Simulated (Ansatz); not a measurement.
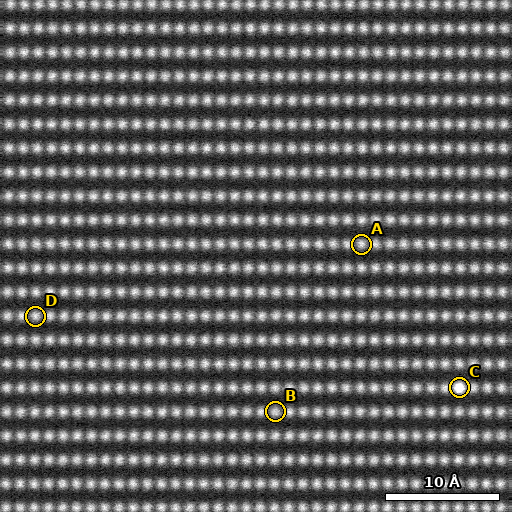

Z-contrast image of Fe (P6_3/mmc, No. 194) along [210]. Simulation: incoherent imaging, intensity Z^1.7 per atom, probe width 0.70 Å, thin sample. The probe carries 25 % of its weight in a tail 2.5 times as wide. The display is stretched by a gamma of 0.65; percentages refer to the linear signal. Shot noise and a slight drift were added.

The sample is 4 repeats (17.6 Å) thick. One point defect was put into the perfect crystal, without relaxing the atoms around it. Brightness is counted from the darkest point of the image. Host structure: the geometry relaxed with DFT PBE, scalar-relativistic, plane waves, PAW (Ansatz); the starting structure was generated, so it need not be a known form of this composition.

Question: Which ringed column holds the defect, and does it scatter more or less than its equals?

Answer: C; it scatters more. The column holds 4 atoms (Fe) through the sample, and one Fe atom is replaced by Os, so its peak rises to about 235 % of that of its equals.
